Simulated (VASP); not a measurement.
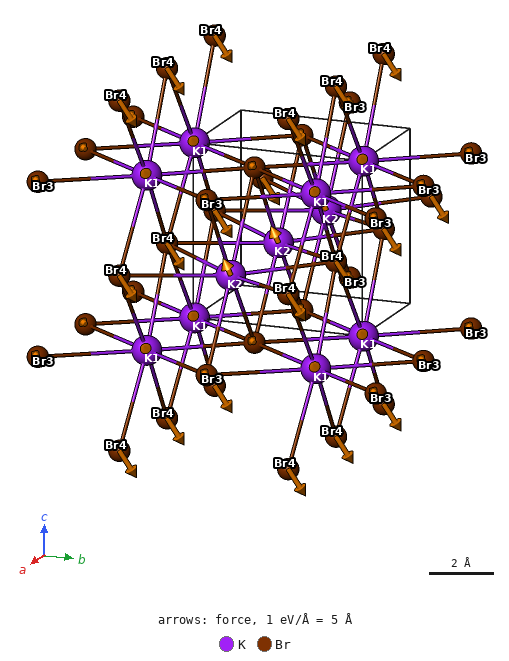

Starting geometry of crystalline KBr (set up in P1) with the computed forces as orange arrows. A ball-and-stick model of the cell of the calculation, repeated 2 × 1 × 1 with one cell outlined, seen slightly off an axis.

The run lets cell and atoms move.

Level of theory: Kohn-Sham DFT of a periodic cell, PBE, VASP PAW PBE potentials, recommended (VASP).

Input file:
```
SYSTEM = KBr
ALGO = Fast
EDIFF = 1E-6
EDIFFG = -0.01
ENCUT = 600
GGA = PE
IBRION = 2
ISIF = 3
ISMEAR = 0
LASPH = .True.
LCHARG = .False.
LREAL = .False.
LWAVE = .False.
NELM = 100
NSW = 60
PREC = Accurate
SIGMA = 0.05
```

Run as
```bash
cat potpaw_PBE.64/K_sv/POTCAR potpaw_PBE.64/Br/POTCAR > POTCAR
mpirun -np 1 vasp_std > vasp.out
```

### What follows when this structure is relaxed?

It isn't relaxed: the largest force vector, on Br4, is 0.22 eV/Å. The atoms end up moving mostly along the starting forces (cosine between the two patterns 0.95). The largest move relative to the cell is that of Br4, 0.14 Å along [−2 1 −3]. Largest moves by element: Br 0.14 Å, K 0.11 Å. Cell: a 4.043 → 4.042 Å (0.0 %), b 5.718 → 5.721 Å (0.0 %), c 5.718 → 5.712 Å (−0.1 %). Volume −0.1 %. Among the contacts that change: K1–Br4 3.725 → 3.512 Å, K1–Br4 (another image) 3.280 → 3.480 Å, K2–Br3 3.600 → 3.469 Å, K2–Br3 (another image) 3.405 → 3.523 Å. The space group stays P1 (No. 1). Over 20 geometry steps the energy falls by 6.6 meV per atom. The largest force component goes from 0.2 to 0.0072 eV/Å. Pressure: 0.15 GPa at the start and 0.01 GPa at the end.
